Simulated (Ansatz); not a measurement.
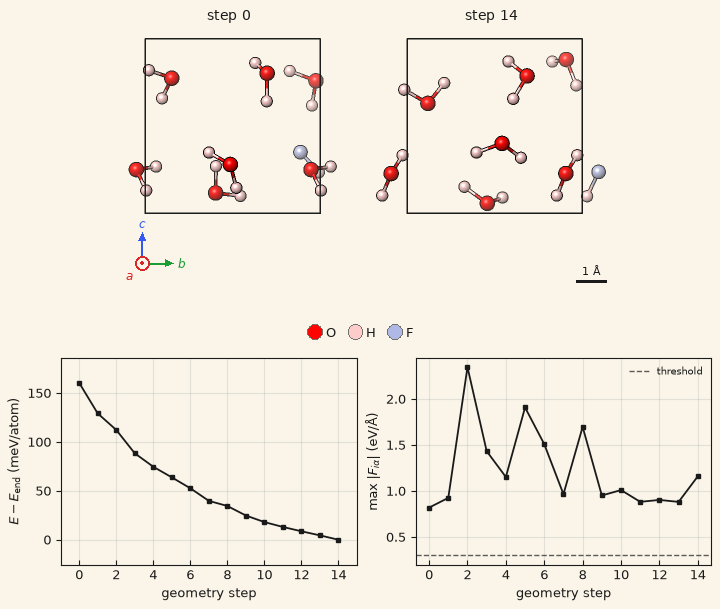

First and last geometry of a relaxation of an amorphous cell of composition H$_{13}$O$_{6}$F, with the history of the run. The picture is a ball-and-stick view of the cell of the calculation, seen along the a axis.

The cell holds 6 H2O + 1 HF. The run prepares the start of a later molecular dynamics calculation, from a guessed geometry.

Method: DFT r2SCAN, scalar-relativistic, plane waves, PAW in Ansatz 0.2.0. (plane-wave cutoff 500 eV; k-point mesh 1 × 1 × 1; occupations fermi dirac; smearing width 0.05 eV; no spin polarisation; atoms relaxed in a fixed cell; force threshold 0.3 eV/Å; at most 15 steps)

Q: Did the run converge, and what did it change?

A: The relaxation stopped without meeting its thresholds, so the last structure isn't shown to be converged. It used up its limit of 15 steps. The energy falls by 160 meV per atom in 14 geometry steps. Largest force component: 0.82 eV/Å at the start, 1.2 eV/Å at the end. The F atom moves most: 1.48 Å roughly along [1 2 −1]. By element the largest moves are F 1.48 Å, H 1.45 Å, O 1.01 Å. The cell stays as it was. Some distances before and after: F–H 0.934 → 0.979 Å, H–O 0.969 → 0.992 Å, H–O 0.969 → 0.964 Å. Among the angles between lasting bonds that change: H–O–H 104.0° → 107.3°.

```
step  E − E(0), meV/atom  largest force component, eV/Å
   0                0.00                         0.8194
   1              -31.25                         0.9251
   2              -48.10                         2.3454
   3              -72.01                         1.4326
   4              -85.79                         1.1519
   5              -96.64                         1.9076
   6             -107.78                         1.5088
   7             -120.68                         0.9654
   8             -125.91                         1.6964
   9             -135.65                         0.9512
  10             -142.37                         1.0100
  11             -147.36                         0.8822
  12             -151.78                         0.9029
  13             -155.97                         0.8815
  14             -160.42                         1.1595
```

Limits of the set-up: the program's low-accuracy preset was used; the periodic images lie only 6.0 Å apart, so the values are limited by the cell's size.
